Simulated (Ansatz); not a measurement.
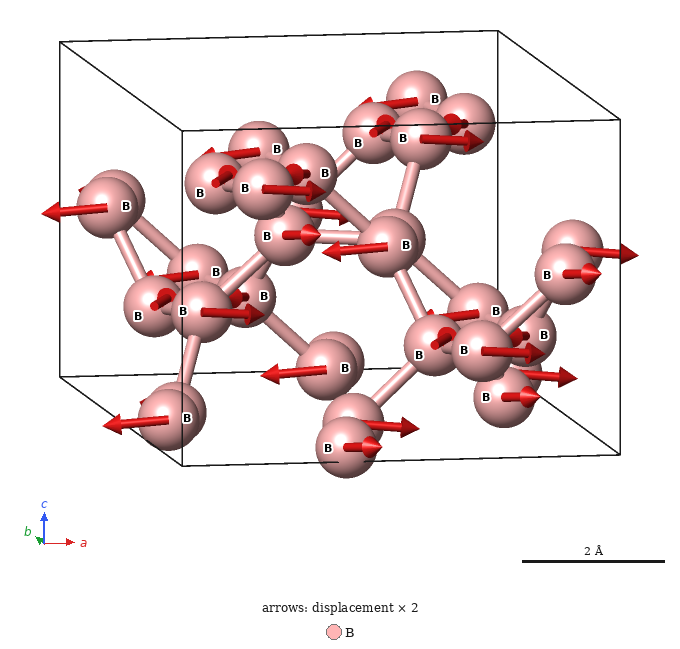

A relaxation of a crystal of B (a generated structure, set up in Fdd2) (coarse preliminary run). The starting structure is drawn; red arrows show the displacements (the part carried along by the change of the cell is left out), magnified 2 times.

A ball-and-stick model of the conventional cell (4 times the calculation's cell), seen slightly off an axis. Lengths and directions refer to the drawn axes.

All numbers below come from Ansatz 0.2.0, DFT PBE, scalar-relativistic, plane waves, PAW.

Input file:
```yaml
crystal:
  lattice:
    - [0.0, 4.70267393, 2.39453326]
    - [3.15592534, 0.0, 2.39453326]
    - [3.15592534, 4.70267393, 0.0]
  atoms:
    - { symbol: B, position: [0.94830714, 0.43712242, 0.95885063] }
    - { symbol: B, position: [0.43712242, 0.94830714, 0.65571981] }
    - { symbol: B, position: [0.29114937, 0.59428019, 0.30169286] }
    - { symbol: B, position: [0.59428019, 0.29114937, 0.81287758] }
    - { symbol: B, position: [0.86961881, 0.56481522, 0.70639898] }
    - { symbol: B, position: [0.56481522, 0.86961881, 0.85916699] }
    - { symbol: B, position: [0.54360102, 0.39083301, 0.38038119] }
    - { symbol: B, position: [0.39083301, 0.54360102, 0.68518478] }
basis:
  ecutwfc: 420
kpoints:
  mp_grid: { grid: [6, 6, 6] }
hamiltonian:
  xc: pbe
scf:
  occupations: { method: gaussian, width: 0.1 }
  lower_state_search: "off"
output:
  forces: true
  stress: true
  eigenvalues: true
relax:
  adjacent_minimum: "off"
  f_tol: 0.04
  max_steps: 70
  cell: { stress_tol: 0.4 }
```

Command:
```bash
ansatz run input.yaml --threads 1 --pin off --max-ram 2560MiB --backend cpu --events-out ev --progress --plain --runs-dir out
```

### Describe the change and its energy.

After 22 accepted moves (24 points after the start) the energy has fallen by 7.722 eV per cell of the calculation. The largest force component goes from 1.5 to 0.013 eV/Å. The pressure goes from 35.60 to 0.03 GPa. The SCF was repeated twice at an unchanged geometry on a basis and grid sized afresh for the cell, which shifted the energy by 0.334 eV per cell of the calculation at most. The largest moves relative to the cell, 0.47 Å, are those of B1, B2, B3 and B4. B4 goes roughly along −a. The volume changes by −14.4 %, with a 6.312 → 8.998 Å (+42.6 %), b 9.405 → 8.186 Å (−13.0 %), c 4.789 → 3.305 Å (−31.0 %). Among the contacts that change: B1–B2 2.632 → 1.872 Å, B1–B6 2.506 → 1.807 Å, B5–B8 2.642 → 2.286 Å, B1–B5 1.611 → 1.807 Å. Among the angles between lasting bonds that change: B2–B7–B8 94.3° → 146.7°, B1–B7–B2 109.2° → 66.6°, B3–B7–B8 102.1° → 62.8°. The space group (tolerance 0.01 Å) goes from Fdd2 (No. 43) to Fddd (No. 70).
